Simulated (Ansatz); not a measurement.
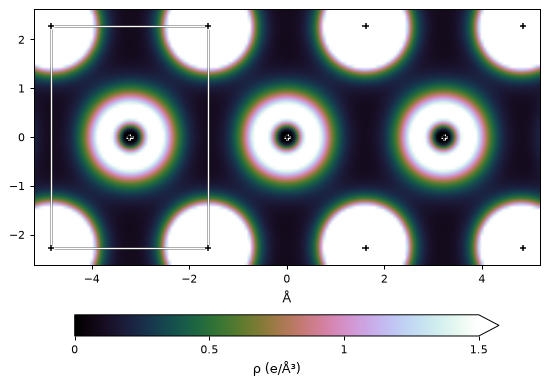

The valence pseudo-density on a plane through atoms (crosses mark nuclei in the plane).

Theory: DFT, HSE06, plane waves, PAW in Ansatz.

Candidates:
A. AgCl, a = 3.23 Å, b = 3.23 Å, c = 3.23 Å, α = 90.00°, β = 90.00°, γ = 90.00°. Space group Pm-3m; started from the CsCl prototype, which need not be the ambient phase; changed on purpose from its base cell (hydrostatic strain -5.0%); computed pressure about 14 GPa in this cell.
B. KI, a = 4.45 Å, b = 4.45 Å, c = 4.27 Å, α = 90.00°, β = 90.00°, γ = 90.00°. Space group P4/mmm; started from the CsCl prototype, which need not be the ambient phase; changed on purpose from its base cell (epitaxial xy strain +3.8%).
C. GaN, a = 3.06 Å, b = 3.06 Å, c = 4.67 Å, α = 90.00°, β = 90.00°, γ = 90.00°. Space group I-4m2; started from the zincblende prototype, which need not be the ambient phase; changed on purpose from its base cell (epitaxial xy strain -3.8%); computed pressure about 8 GPa in this cell.

### Which candidate gave the map?

Candidate A: AgCl on the (011̄) plane of the conventional cell, which holds Ag and Cl. Ag–Cl (2.79 Å): the density is about 0.22 e/Å³ at the midpoint.
